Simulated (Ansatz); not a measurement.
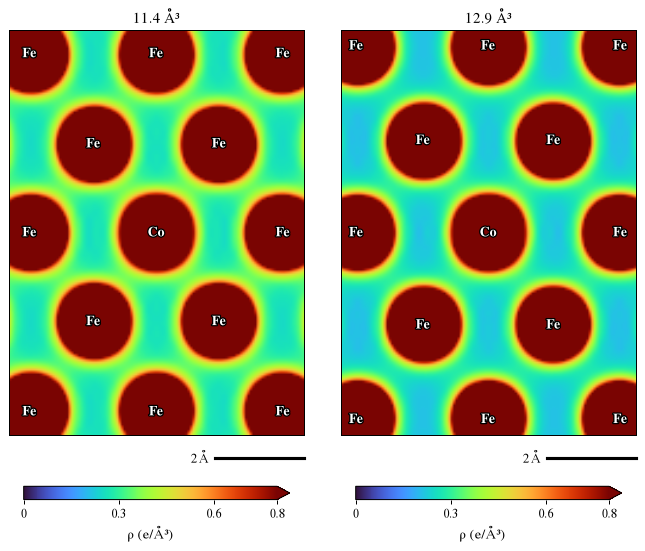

Fe15Co. The valence pseudo-density of cells scaled evenly to different volumes (given per atom above each panel), on the (101) plane of each (indices in the axes of the cell below), at one length scale and on one colour scale.

A structure from a database of computed crystals, not necessarily the ambient phase; spin-polarised.

All numbers below come from DFT r2SCAN, scalar-relativistic, plane waves, PAW (Ansatz).

In a PAW calculation such maps are meaningful between the atoms, not at the nuclei.

The largest cell:

```yaml
crystal:
  lattice:
    - [5.91009, 0.00000, 0.00000]
    - [0.00000, 5.91009, 0.00000]
    - [0.00000, 0.00000, 5.91009]
  atoms:
    - { symbol: Fe, position: [0.50000, 0.50000, 0.50000] }
    - { symbol: Fe, position: [0.50000, 0.00000, 0.50000] }
    - { symbol: Fe, position: [0.50000, 0.50000, 0.00000] }
    - { symbol: Fe, position: [0.00000, 0.50000, 0.50000] }
    - { symbol: Fe, position: [0.50000, 0.00000, 0.00000] }
    - { symbol: Fe, position: [0.00000, 0.00000, 0.50000] }
    - { symbol: Fe, position: [0.00000, 0.50000, 0.00000] }
    - { symbol: Fe, position: [0.24704, 0.24704, 0.24704] }
    - { symbol: Fe, position: [0.24704, 0.75296, 0.24704] }
    - { symbol: Fe, position: [0.24704, 0.24704, 0.75296] }
    - { symbol: Fe, position: [0.75296, 0.24704, 0.24704] }
    - { symbol: Fe, position: [0.75296, 0.75296, 0.24704] }
    - { symbol: Fe, position: [0.24704, 0.75296, 0.75296] }
    - { symbol: Fe, position: [0.75296, 0.24704, 0.75296] }
    - { symbol: Fe, position: [0.75296, 0.75296, 0.75296] }
    - { symbol: Co, position: [0.00000, 0.00000, 0.00000] }
```

| volume (Å³/atom) | Fe–Co contact in the plane (Å) | ρ at its midpoint (e/Å³) | pressure (GPa) | largest moment (μB) | 
| --- | --- | --- | --- | --- |
| 11.38 | 2.435 | 0.362 | 4.7 | 2.79 | 
| 11.73 | 2.457 | ? | ? | ? | 
| 12.90 | 2.529 | 0.308 | −14.2 | 2.96 | 

> What values belong in the row with question marks?

Over the known rows ln ρ falls by 1.72 per Å of Fe–Co distance (the line through the two), which gives 0.349 e/Å³ at 2.457 Å; the calculation gives 0.348 e/Å³. For the pressure, a straight line in volume between the neighbouring rows gives 0.3 GPa; the calculation gives 0.0, lower because pressure rises ever faster on compression. For the largest moment, a straight line in volume between the neighbouring rows gives 2.83 μB; the calculation gives 2.85.
